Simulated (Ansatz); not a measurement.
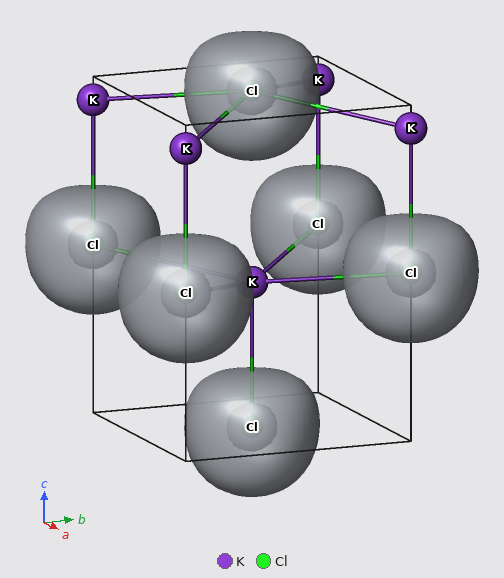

The picture shows: KCl. Isosurface of the ELF at 0.75 (grey), seen slightly off an axis. Core shells and regions of very low density are left out. Sticks mark near contacts.

Space group I4mm; changed on purpose from its base cell (all K atoms moved +0.438 Å, as atom 1 along Cartesian [0 0 1]); not relaxed (largest force 1.0 eV/Å).

Level of theory: Ansatz, DFT r2SCAN, scalar-relativistic, plane waves, PAW.

In a PAW calculation such maps are meaningful between the atoms, not at the nuclei.

```cif
data_structure
_symmetry_space_group_name_H-M 'P 1'
_symmetry_Int_Tables_number 1
_cell_length_a 4.4634
_cell_length_b 4.4634
_cell_length_c 6.3122
_cell_angle_alpha 90.000
_cell_angle_beta 90.000
_cell_angle_gamma 90.000
_cell_volume 125.75
loop_
_atom_site_label
_atom_site_type_symbol
_atom_site_fract_x
_atom_site_fract_y
_atom_site_fract_z
_atom_site_occupancy
K1 K 0.00000 0.00000 0.93069 1
K2 K 0.50000 0.50000 0.43069 1
Cl1 Cl 0.00000 0.00000 0.50000 1
Cl2 Cl 0.50000 0.50000 0.00000 1
```

Question: Identify the bonds, lone pairs and shells in this picture.

Answer: The ELF exceeds this value in two regions wrapped around Cl (the valence shell of each), counted in one cell of 4 atoms. Regions shared between cells count once. Profiles from the grid: K–Cl (2.72 Å): the ELF peaks at about 0.85 in the valence shell of Cl, 0.8 Å from its nucleus, and is about 0.10 at the midpoint (a largely ionic contact).

Question: Does the calculation make it a metal, or give it a gap?

Answer: It is gapped, with a Kohn–Sham gap of 5.8 eV on the k-point mesh, an upper bound to the gap of this method.
